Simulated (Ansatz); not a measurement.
# Single-point calculation, with input and output: C

C (slab, 6 atoms in the cell), computed with DFT PBE+D3(BJ), scalar-relativistic, plane waves, PAW, no spin polarisation (Ansatz 0.2.0).

The structure derives from an entry of the Crystallography Open Database. Figures and captions count atoms from 1; the log counts them from 0 in places.

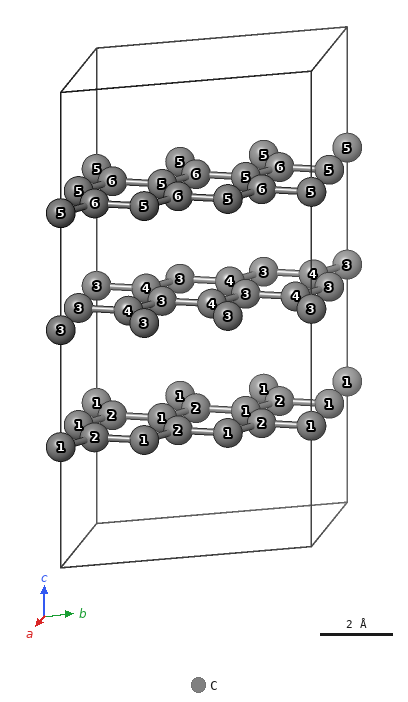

**Figure 1.** The structure as given in the input (ball-and-stick view of the 2 × 3 repeat of the cell, with the vacuum cut short, seen slightly off an axis; atoms are numbered from 1 in the order of the input). Near neighbours in the crystal (not all of them lie inside the picture): C has 3 C at 1.42 Å.

## Key numbers

```csv
quantity,value
outcome,converged
electrons treated,24
free energy,−1506.3595 eV
"work function, top face",4.28 eV
"work function, bottom face",4.28 eV
Fermi energy,−4.275 eV
gap on the k-point mesh,none (metallic)
gap on the band path,0.00 eV
work function (upper face),4.28 eV
largest force (length of the vector),0.010 eV/Å
hardware,"2 threads of Intel Xeon @ 2.50GHz (Skylake/Cascade Lake), 64 GiB of memory available, shared host"
wall time,2.8 s (CPU time 5.2 s)
peak memory,0.45 GiB
```

## Input file
```yaml
crystal:
  lattice:
    - [2.465165647, 0.0, 0.0]
    - [-1.2325828235, 2.1348960749, 0.0]
    - [0.0, 0.0, 39.4810792268]
  atoms:
    - { symbol: C, position: [0.0, 0.0, 0.4141009925] }
    - { symbol: C, position: [0.6666666667, 0.3333333333, 0.4140901827] }
    - { symbol: C, position: [0.0, 0.0, 0.5] }
    - { symbol: C, position: [0.3333333333, 0.6666666667, 0.5] }
    - { symbol: C, position: [0.0, 0.0, 0.5858990075] }
    - { symbol: C, position: [0.6666666667, 0.3333333333, 0.5859098173] }
  periodic: [true, true, false]
basis:
  ecutwfc: 420
kpoints:
  mp_grid: { grid: [9, 9, 1] }
  band_path:
    path: [[0.0, 0.0, 0.0], [0.5, 0.0, 0.0], [0.3333333333, 0.3333333333, 0.0]]
    npoints: 1
hamiltonian:
  xc: pbe
  dispersion: d3bj
scf:
  occupations: { method: gaussian, width: 0.1 }
  n_extra_bands: 6
output:
  forces: true
  stress: true
  eigenvalues: true
```

Launch command:
```bash
ansatz run input.yaml --threads 2 --pin off --max-ram 5120MiB --backend cpu --events-out ev --progress --plain --runs-dir out
```

## What the program printed
```
scf.n_extra_bands = 6 over 12 filled bands (N_el = 24.0): the run solves 18 bands
Engine: ansatz 0.2.0, x86_64-unknown-linux-gnu
Pseudopotentials: kind: paw
Pseudopotential: C, paw, valence charge 4, recommended cutoff 420 eV (normal), C.paw.azcp
Functional definition: PBE
  parameter kappa = 0.804
  parameter beta = 0.06672455060314922
  exchange = pbe_x(kappa = kappa, mu = beta*pi^2/3)
  correlation = pbe_c(beta = beta)
Crystal: 6 atoms, lattice volume = 207.784 Å³
Basis set: ecut = 420 eV, 3917 PW (Γ), exchange–correlation on 36×36×540 points (8 copies of the dense FFT grid, shifted against one another)
Bands: 18, of which v1, the nominal top of the filled ones, is band 12 counted from 1 (11 counted from 0)
Symmetry: 12 space group operations
Space group: P-6m2 (ITA 187), of the structure as read, at distance tolerance 5.9e-5 Å
k-points: 12 of 81 (time reversal used)
Non-local potential: C, projectors of the file, l = 0: 2, l = 1: 2, l = 2: 1
PAW form: soft (Blöchl's): semilocal exchange-correlation on the pseudo side does not see the compensation charge
PAW one-centre angular grid: C, 110 points (default); XC on 64 Gauss nodes
Initial density: superposition of atomic densities (neutral atoms: chi_scale 0, normalization atom), corrected by the library's trained network
Initial wavefunctions: pseudopotential atomic-orbital guess
Functional: x = pbe(κ = 0.804, μ = 0.2195149727645171), c = pbe(β = 0.06672455060314922)
SCF iter   1: F=—  HF=-1506.359279 eV  |F-HF|=—  |Δ(HF+E_count)|=         —  Δρ=1.70e-3  dr2=8.41e-3  ethr=1.77e-3  ⟨swp⟩=12.4  Hψ=1926  notcnv=0
preconditioner: auto → LDOS  [metal: Δε(μ)=0.032 eV  Ē_g=15.033 eV  σ=0.100 eV  W_gap=0.18  n_scr=22 (ndim 8)  ℏωp=12.6 eV  f_vac=0.728  D(μ)=1.08/eV (n_scr^D=12)  β→1.0]
SCF iter   2: F=—  HF=-1506.359240 eV  |F-HF|=—  |Δ(HF+E_count)|=   3.98e-5  Δρ=4.18e-4  dr2=3.88e-4  ethr=3.51e-5  ⟨swp⟩=3.4  Hψ=637  notcnv=0  defer=15
SCF iter   3: F=—  HF=-1506.359478 eV  |F-HF|=—  |Δ(HF+E_count)|=   2.38e-4  Δρ=1.66e-4  dr2=1.03e-4  ethr=1.62e-6  ⟨swp⟩=2.7  Hψ=420  notcnv=0  defer=15
SCF iter   4: F=—  HF=-1506.359491 eV  |F-HF|=—  |Δ(HF+E_count)|=   1.32e-5  Δρ=7.57e-5  dr2=1.17e-5  ethr=4.28e-7  ⟨swp⟩=2.3  Hψ=375  notcnv=0  defer=15
SCF iter   5: F=—  HF=-1506.359523 eV  |F-HF|=—  |Δ(HF+E_count)|=   3.25e-5  Δρ=9.52e-6  dr2=2.44e-7  ethr=4.85e-8  ⟨swp⟩=2.7  Hψ=383  notcnv=0  defer=15
SCF iter   6: F=-1506.359524 eV  HF=-1506.359524 eV  |F-HF|=2.64e-7  |Δ(HF+E_count)|=   5.59e-7  Δρ=3.68e-6  dr2=2.70e-8  ethr=4.17e-10  ⟨swp⟩=19.2  Hψ=1630  notcnv=0
SCF 1 converged in 6 iterations: F = -1506.359524 eV  dr2 = 2.70e-8
  greatest PAW one-centre occupation: 0.673 electrons in one spin orbital (limit 2), on the C atom at site 2 (counted from 0), in its partial waves of l = 0
```

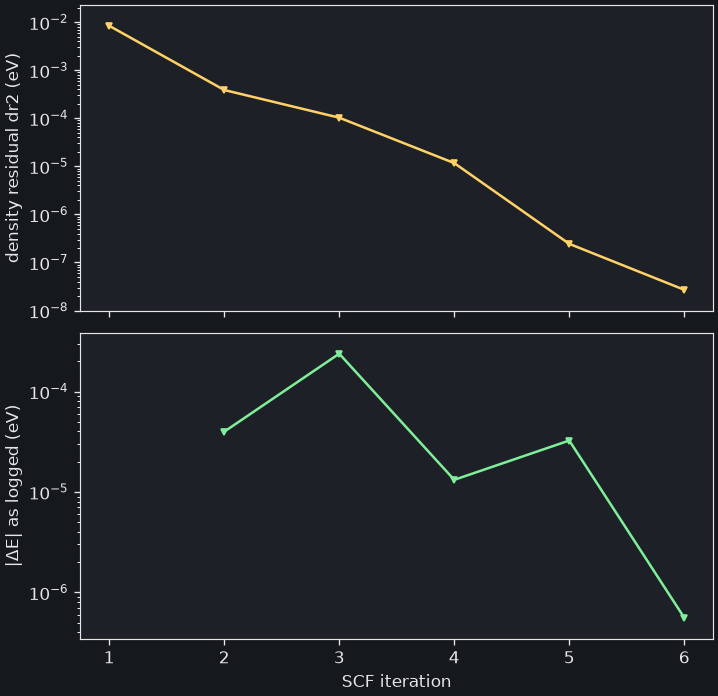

**Figure 2.** Convergence of the self-consistent field: density residual dr2 and size of the energy change against the SCF iteration. The residual falls at every step.

```
NSCF: frozen V_eff on 3 k-points
SCF converged after 6 iterations
Free energy (F): -1506.359524 eV
Harris-Foulkes:  -1506.359524 eV  (|F-HF|=2.64e-7)
Internal energy: -1506.353970 eV  (E = F + TS)
E sigma→0 (E₀):  -1506.356747 eV
Entropy (-TS):   -0.005554 eV (-0.926 meV/atom)
Fermi energy:    -4.275338 eV
--- Per-component energies (eV) ---
  E_band       = -321.781475
  E_kinetic    = 545.443320
  E_local      = -66684.925736  (includes V_loc(G=0)·N_el)
  E_nonlocal   = 163.808311
  E_hartree    = 33025.638930
  E_xc         = -287.991193
  E_vxc        = -356.561295  (∫ρ·V_xc dr)
  E_paw        = -596.064732  (= ΣΔE_a)
  E_vpaw       = -40.821951  (= ΣTr[D̂ρ^β])
  E_aug_tail   = 0.000045  (compensation charges beyond the density's cutoff)
  E_ewald      = 32328.518587
  E_disp       = -0.781501  (pairwise vdW)
  E_smearing   = -0.005554  (= −TS)
  E_closure    = -0.000000  (closes the sum)
  Σ components = -1506.359524   (vs F -1506.359524, Δ=0.00e0)
--- Forces (eV/Å), atoms counted from 1 ---
  atom   1  C      0.00000000     0.00000000     0.01010848
  atom   2  C      0.00000000    -0.00000000    -0.00206972
  atom   3  C      0.00000000    -0.00000000     0.00000000
  atom   4  C      0.00000000     0.00000000     0.00000000
  atom   5  C      0.00000000     0.00000000    -0.01010848
  atom   6  C      0.00000000    -0.00000000     0.00206972
  max |Σ_I F_I| component: 1.48e-16 eV/Å
--- 2D stress c σ (N/m, compression-positive) ---
        0.186031       0.000000       0.000000
        0.000000       0.186031       0.000000
        0.000000       0.000000       0.000000
  P = ½ c Tr σ = 0.1860 N/m
--- Band table (eV; the first three rows and the last of 12) ---
  k-point 0: bands = ["-23.8823", "-23.7916", "-23.6867", "-12.5120", "-11.9001", "-11.2063", "-7.3056", "-7.3056", "-7.3040", "-7.3040", "-7.2862", "-7.2862", "-0.7782 (-0.7784°)", "-0.6096 (-0.6103°)", "0.3411", "0.4270", "1.0607", "1.5706"]
  k-point 1: bands = ["-23.5892", "-23.5002", "-23.3972", "-12.1572", "-11.5520", "-10.8669", "-8.4287", "-8.4209", "-8.3975", "-7.8820", "-7.8771", "-7.8562", "-0.3865 (-0.3867°)", "-0.2137 (-0.2143°)", "0.7416", "0.8315", "1.4384", "1.9695"]
  k-point 2: bands = ["-22.7156", "-22.6318", "-22.5340", "-11.1089", "-10.9931", "-10.9713", "-10.9351", "-10.5255", "-9.8698", "-9.0424", "-9.0339", "-9.0097", "0.7855 (0.7854°)", "0.9688 (0.9683°)", "1.9390", "2.0434", "2.5515", "3.1493"]
  k-point 11: bands = ["-16.9234", "-16.8684", "-16.8666", "-16.8657", "-16.8521", "-16.8004", "-14.8346", "-14.8325", "-14.8195", "-4.7043", "-4.2812", "-4.2790", "-4.2748", "-4.2663", "-3.8109", "6.0984", "6.2687", "6.5636"]
  ° read free of the cell's end (the report's vacuum.weakly_bound_levels)
```

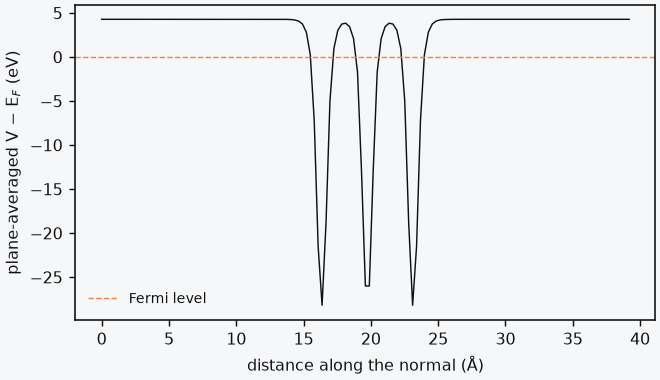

**Figure 3.** Plane average of the electrostatic potential energy of an electron across the cell, from the Fermi level. The vacuum level lies 4.28 eV above the Fermi level.
